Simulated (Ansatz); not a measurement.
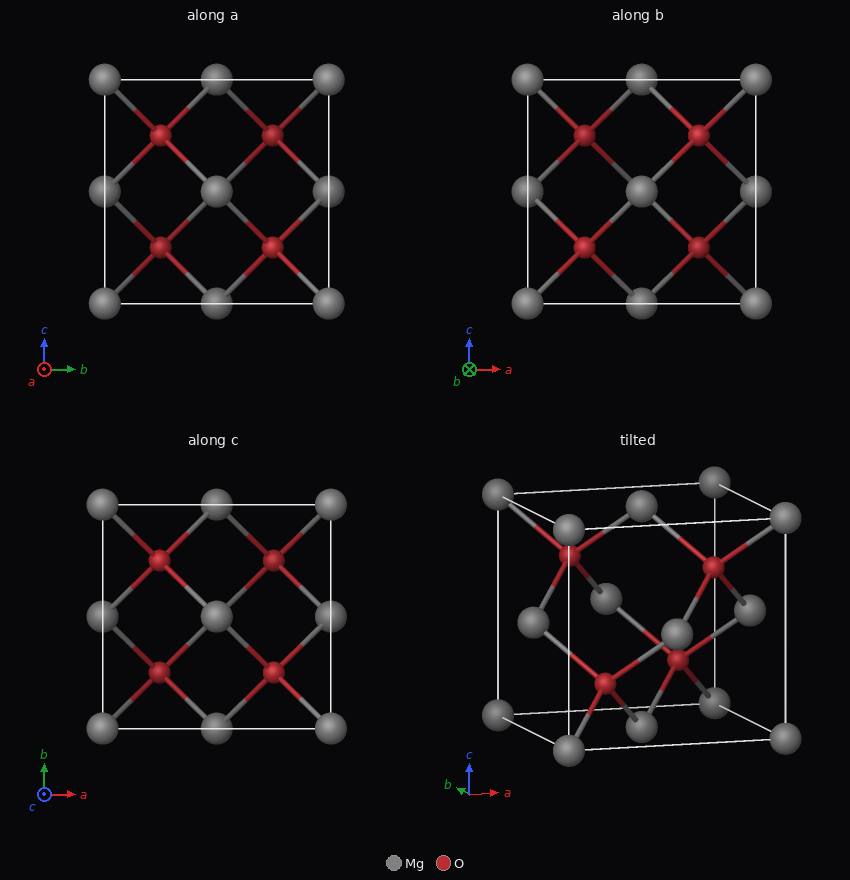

An orthographic ball-and-stick view of the structure, along the a axis, along the b axis, along the c axis and slightly off an axis. One drawn cell (a repeat of the simulation cell) is outlined, and atoms on its boundary appear in each equivalent place.

Lattice parameters: a = 4.655 Å, b = 4.564 Å, c = 4.564 Å, α = 90.00°, β = 90.00°, γ = 90.00°. Put a along x and b in the xy plane.

> Put the structure into a POSCAR file.

```
Mg O
1.0
     4.655    0.000    0.000
     0.000    4.564    0.000
     0.000    0.000    4.564
Mg O
4 4
Direct
  0.0000 0.0000 0.0000
  0.5000 0.5000 0.0000
  0.5000 0.0000 0.5000
  0.0000 0.5000 0.5000
  0.2500 0.2500 0.2500
  0.7500 0.7500 0.2500
  0.7500 0.2500 0.7500
  0.2500 0.7500 0.7500
```

The structure was taken from a structure type filled with these elements by a generator (whether the compound takes this form wasn't checked). Earlier steps of the study may have refined or changed the cell and positions. A calculation with Ansatz used it as input.
